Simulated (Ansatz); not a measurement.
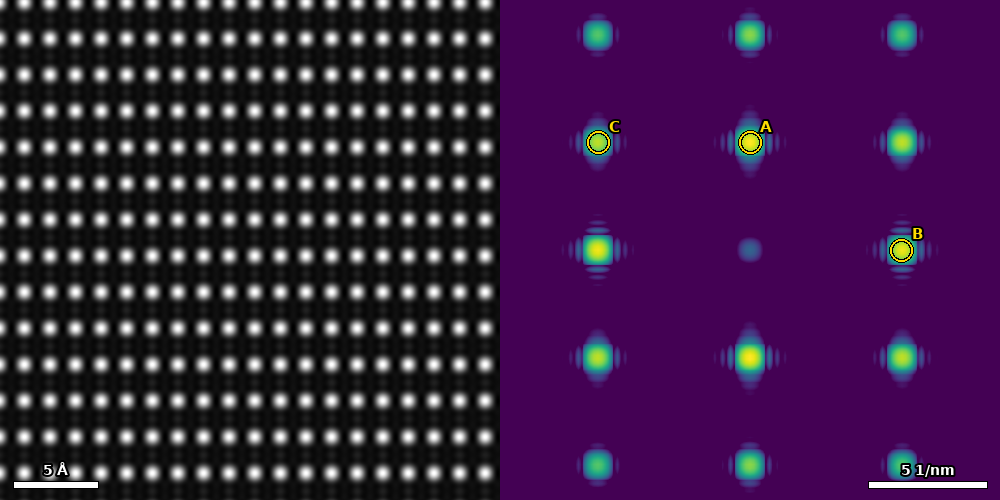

Phase-contrast TEM-like image of a crystal. Simulated in the weak-phase-object approximation with neutral-atom potentials: 300 kV, Cs = −20 µm, defocus +75 Å (negative is underfocus), defocus spread 12 Å, aperture 1.36 1/Å.

The right panel is the modulus of the image's Fourier transform on a logarithmic scale.

Which lattice spacings do the marked spots stand for, and what angle do A and B enclose?

Answer. A: 2.2 Å, B: 1.5 Å, C: 1.3 Å; A and B enclose about 90°.

The crystal is Rh (Im-3m, No. 229) along [110]; the spots are (1 -1 0), (002) and (1 -1 -2). Model: the input geometry of an electronic-structure calculation (not necessarily at equilibrium); the starting structure was generated, so it need not be a known form of this composition.
